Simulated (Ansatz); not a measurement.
Single-point calculation of YN

YN (Fm-3m, 2 atoms in the cell), computed with DFT PBE, scalar-relativistic, plane waves, PAW, no spin polarisation (Ansatz 0.2.0).

The structure derives from an entry of the Crystallography Open Database. Figures and captions count atoms from 1; the log counts them from 0 in places.

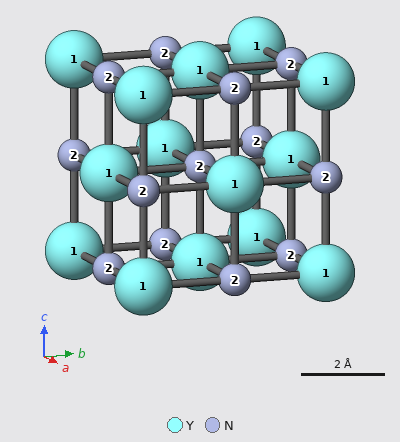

Fig. 1: The structure as given in the input (ball-and-stick view of the cell 4 times as large as that of the calculation, set on its symmetry axes, seen slightly off an axis; atoms are numbered from 1 in the order of the input).

Summary

```tsv
quantity	value
outcome	converged
space group (tolerance 0.01 Å)	Fm-3m (225)
electrons treated	16
free energy	−4235.9409 eV
Fermi energy	13.196 eV
gap on the k-point mesh	0.03 eV
pressure	18.33 GPa
largest force (length of the vector)	under 0.001 eV/Å
hardware	1 thread of Intel Xeon (Granite Rapids), 128 GiB of memory available, shared host
wall time	1.1 s
peak memory	0.44 GiB
```

Remarks

The cell is under a pressure of 18.3 GPa at this level, so it is not at its equilibrium volume.

Input file
```yaml
crystal:
  lattice:
    - [0.0, 2.3770184789, 2.3770184789]
    - [2.3770184789, 0.0, 2.3770184789]
    - [2.3770184789, 2.3770184789, 0.0]
  atoms:
    - { symbol: "Y", position: [0.0, 0.0, 0.0] }
    - { symbol: "N", position: [0.5, 0.5, 0.5] }
basis:
  ecutwfc: 420
kpoints:
  mp_grid: { grid: [12, 12, 12] }
hamiltonian:
  xc: pbe
scf:
  occupations: { method: gaussian, width: 0.01 }
output:
  forces: true
  stress: true
  eigenvalues: true
  write_density: true
  write_potential: true
  elf: true
  volumetric_format: npy
```

Launch command:
```bash
ansatz run input.yaml --threads 1 --pin off --max-ram 2560MiB --backend cpu --events-out ev --progress --plain --runs-dir out
```

What the program printed
```
Engine: ansatz 0.2.0, x86_64-unknown-linux-gnu
Pseudopotentials: kind: paw
Pseudopotential: Y, paw, valence charge 11, recommended cutoff 420 eV (normal), Y.paw.azcp
Pseudopotential: N, paw, valence charge 5, recommended cutoff 420 eV (normal), N.paw.azcp
Functional definition: PBE
  parameter kappa = 0.804
  parameter beta = 0.06672455060314922
  exchange = pbe_x(kappa = kappa, mu = beta*pi^2/3)
  correlation = pbe_c(beta = beta)
Crystal: 2 atoms, lattice volume = 26.861 Å³
Basis set: ecut = 420 eV, 531 PW (Γ), exchange–correlation on 48×48×48 points (8 copies of the dense FFT grid, shifted against one another)
Bands: 12, of which v1, the nominal top of the filled ones, is band 8 counted from 1 (7 counted from 0)
Symmetry: 48 space group operations
Space group: Fm-3m (ITA 225), of the structure as read, at distance tolerance 3.0e-5 Å
k-points: 72 of 1728
Non-local potential: Y, projectors of the file, l = 0: 3, l = 1: 2, l = 2: 2, l = 3: 1
Non-local potential: N, projectors of the file, l = 0: 2, l = 1: 2, l = 2: 1
PAW form: soft (Blöchl's): semilocal exchange-correlation on the pseudo side does not see the compensation charge
PAW one-centre angular grid: Y, 590 points (default); XC on 64 Gauss nodes
PAW one-centre angular grid: N, 110 points (default); XC on 64 Gauss nodes
Initial density: superposition of atomic densities (neutral atoms: chi_scale 0, normalization atom), corrected by the library's trained network
Initial wavefunctions: pseudopotential atomic-orbital guess
Functional: x = pbe(κ = 0.804, μ = 0.2195149727645171), c = pbe(β = 0.06672455060314922)
SCF iter   1: F=—  HF=-4235.940789 eV  |F-HF|=—  |Δ(HF+E_count)|=         —  Δρ=4.12e-4  dr2=1.86e-5  ethr=1.77e-3  ⟨swp⟩=6.0  Hψ=4674  notcnv=0
preconditioner: auto → none  [insulator: Δε(μ)=0.029 eV  Ē_g=17.359 eV  σ=0.010 eV  W_gap=0.96  n_scr=8 (ndim 8)  ℏωp=26.8 eV  f_vac=0.000  D(μ)=0.05/eV (n_scr^D=0)  ε∞_Penn≈3.4]
SCF iter   2: F=—  HF=-4235.940873 eV  |F-HF|=—  |Δ(HF+E_count)|=   8.38e-5  Δρ=2.90e-4  dr2=1.25e-5  ethr=1.16e-7  ⟨swp⟩=3.2  Hψ=2618  notcnv=0
SCF iter   3: F=—  HF=-4235.940882 eV  |F-HF|=—  |Δ(HF+E_count)|=   9.06e-6  Δρ=8.05e-5  dr2=3.57e-7  ethr=7.79e-8  ⟨swp⟩=2.0  Hψ=1320  notcnv=0
iter 4 did not close the SCF: its close was put off for the readings that it lacked (scf_convergence_deferred on its scf_iter line)
SCF iter   4: F=-4235.940884 eV  HF=-4235.940884 eV  |F-HF|=1.38e-8  |Δ(HF+E_count)|=   1.75e-6  Δρ=1.20e-5  dr2=1.89e-8  ethr=2.23e-9  ⟨swp⟩=2.0  Hψ=1423  notcnv=0
iter 5 did not close the SCF: its close was put off for the readings that it lacked (scf_convergence_deferred on its scf_iter line)
SCF iter   5: F=-4235.940884 eV  HF=-4235.940884 eV  |F-HF|=5.27e-9  |Δ(HF+E_count)|=   2.23e-8  Δρ=5.26e-6  dr2=6.62e-9  ethr=1.18e-10  ⟨swp⟩=2.0  Hψ=1441  notcnv=0
SCF iter   6: F=-4235.940884 eV  HF=-4235.940884 eV  |F-HF|=3.77e-10  |Δ(HF+E_count)|=   2.35e-9  Δρ=1.64e-6  dr2=5.37e-10  ethr=4.14e-11  ⟨swp⟩=4.2  Hψ=4134  notcnv=0
SCF 1 converged in 6 iterations: F = -4235.940884 eV  dr2 = 5.37e-10
  greatest PAW one-centre occupation: 0.994 electrons in one spin orbital (limit 2), on the Y atom at site 0 (counted from 0), in its partial waves of l = 0
```

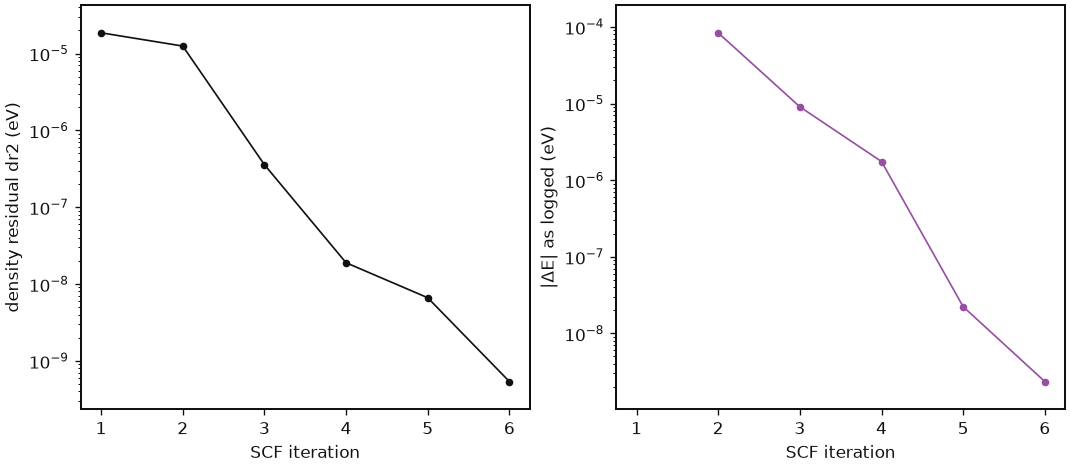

Fig. 2: Convergence of the self-consistent field: density residual dr2 and size of the energy change against the SCF iteration. The residual falls at every step.

```
SCF converged after 6 iterations
Free energy (F): -4235.940884 eV
Harris-Foulkes:  -4235.940884 eV  (|F-HF|=3.77e-10)
Internal energy: -4235.940882 eV  (E = F + TS)
E sigma→0 (E₀):  -4235.940883 eV
Entropy (-TS):   -0.000001 eV (-0.001 meV/atom)
Fermi energy:    13.196363 eV
--- Per-component energies (eV) ---
  E_band       = -28.540470
  E_kinetic    = 442.550619
  E_local      = -563.777515  (includes V_loc(G=0)·N_el)
  E_nonlocal   = 95.272292
  E_hartree    = 175.130965
  E_xc         = -237.231765
  E_vxc        = -280.545194  (∫ρ·V_xc dr)
  E_paw        = -2952.578178  (= ΣΔE_a)
  E_vpaw       = -72.303144  (= ΣTr[D̂ρ^β])
  E_aug_tail   = 0.000098  (compensation charges beyond the density's cutoff)
  E_ewald      = -1195.307399
  E_smearing   = -0.000001  (= −TS)
  E_closure    = 0.000000  (closes the sum)
  Σ components = -4235.940884   (vs F -4235.940884, Δ=0.00e0)
--- Forces (eV/Å), atoms counted from 1 ---
  atom   1  Y     -0.00000000     0.00000000     0.00000000
  atom   2  N      0.00000000    -0.00000000    -0.00000000
  max |Σ_I F_I| component: 1.50e-29 eV/Å
--- Stress (GPa, compression-positive) ---
       18.326175      -0.000000       0.000000
       -0.000000      18.326175      -0.000000
       -0.000000       0.000000      18.326175
  P = ⅓ Tr σ = 18.3262 GPa (183.262 kbar)
--- Band table (eV; the first three rows and the last of 72) ---
  k-point 0: bands = ["-27.2607", "-6.8312", "-6.8312", "-6.8312", "0.0913", "13.1803", "13.1803", "13.1803", "16.4495", "16.4495", "16.4495", "18.1615"]
  k-point 1: bands = ["-27.2492", "-6.9550", "-6.8383", "-6.8383", "0.2465", "12.7197", "12.9059", "12.9059", "16.5172", "16.6398", "16.6398", "18.5651"]
  k-point 2: bands = ["-27.2176", "-7.2716", "-6.8576", "-6.8576", "0.6532", "11.7229", "12.2996", "12.2996", "16.6876", "17.1568", "17.1568", "19.5164"]
  k-point 71: bands = ["-27.0294", "-7.6211", "-7.6211", "-7.3986", "1.0948", "10.8654", "11.7140", "11.7140", "17.3960", "17.3960", "21.2952", "21.8210"]
```

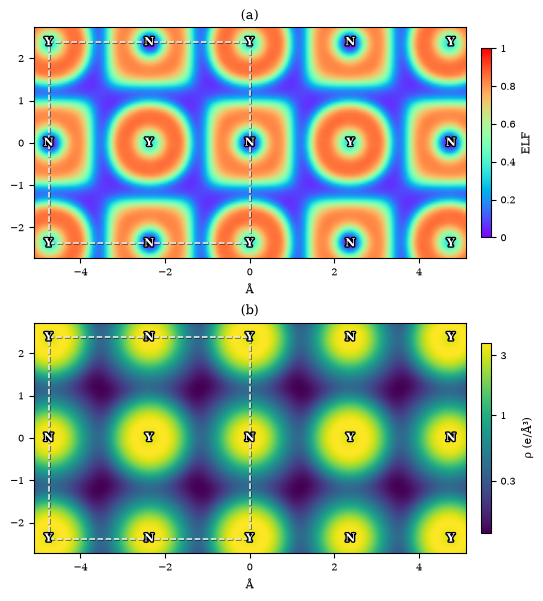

Fig. 3: (a) electron localisation function; (b) valence electron density on the (010) plane of the conventional cell. The section cuts through Y and N sites. Y–N (2.38 Å): ρ at the midpoint is about 0.39 e/Å³; the ELF peaks at about 0.80 in the valence shell of N, 0.7 Å from its nucleus, and drops to about 0.15 between the two atoms. Away from the nuclei the density in this plane falls to 0.12 e/Å³ at its lowest. The strong features right at Y lie inside the PAW spheres (semicore, d or f shells) and say nothing about bonding. Core electrons are frozen (PAW), so the fields are smoothed inside the atomic spheres.

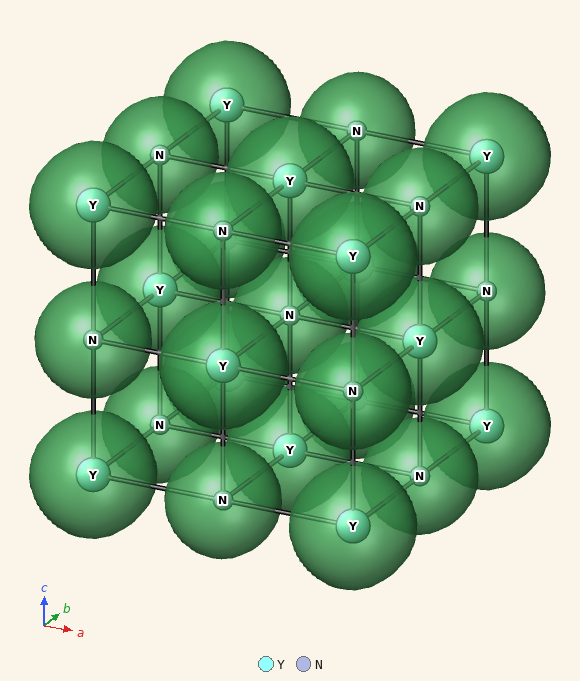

Fig. 4: Isosurface of the valence charge density (pseudo) at 0.5 e/Å³ (green), seen at an oblique angle. Sticks mark near contacts. The outline is the cell set on symmetry axes. At this value the density breaks into separate islands; it holds about 75 % of the electrons treated as valence (semicore included). It is pinched off along the Y–N (2.38 Å) contacts. On the grid the lowest density along these lines, outside the cores, is 0.39 e/Å³ (Y–N, 2.38 Å).
